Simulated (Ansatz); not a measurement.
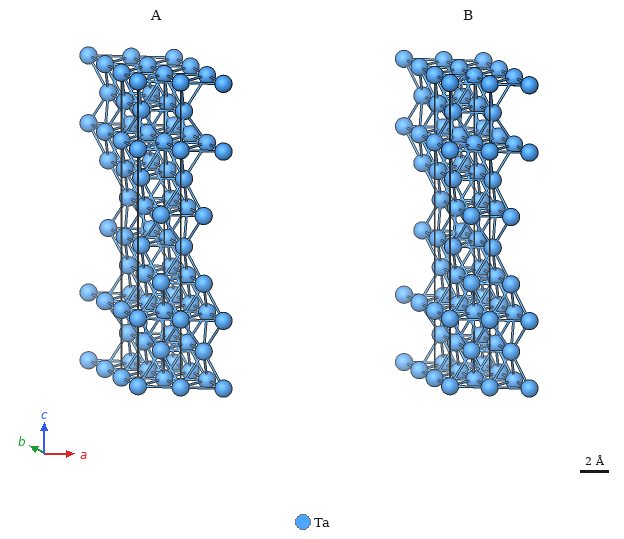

Two geometries of solid Ta (built on the samarium (9R)_166 type) (coarse preliminary run), drawn at one scale. One is the start of a relaxation, the other its converged end. The picture is a ball-and-stick view of the conventional cell (3 times the calculation's cell), repeated 2 × 3 × 1 with one cell outlined, seen slightly off an axis. Lengths and directions refer to the drawn axes.

These are results of DFT r2SCAN, scalar-relativistic, plane waves, PAW (Ansatz 0.2.0), not measurements. (plane-wave cutoff 500 eV; k-point mesh 6 × 6 × 6; occupations gaussian; smearing width 0.1 eV; no spin polarisation; cell and atoms relaxed; force threshold 0.04 eV/Å; at most 70 steps)

> Which geometry has the lower energy?

Structure B is the relaxed one. Case: samarium (9R) type (R-3m, No. 166). No atom moves by more than 0.005 Å relative to the cell. The drawn cell changes as follows: a = b 3.134 → 2.913 Å (−7.0 %), c 22.723 → 22.603 Å (−0.5 %); the volume changes by −14.1 %. Some distances before and after: Ta–Ta 3.134 → 2.913 Å, Ta–Ta 3.106 → 3.023 Å. The space group stays R-3m (No. 166). The energy falls by 251 meV per atom in 5 accepted moves (6 points after the start). The largest force component goes from 0.014 to 0.016 eV/Å. Pressure: −22.22 GPa at the start and −0.17 GPa at the end. At 1 point the geometry stayed and the basis and grid were re-selected for the new cell (energy shift of 1.0 meV per atom at most each time). The run took roughly 30 core-seconds on a shared host.
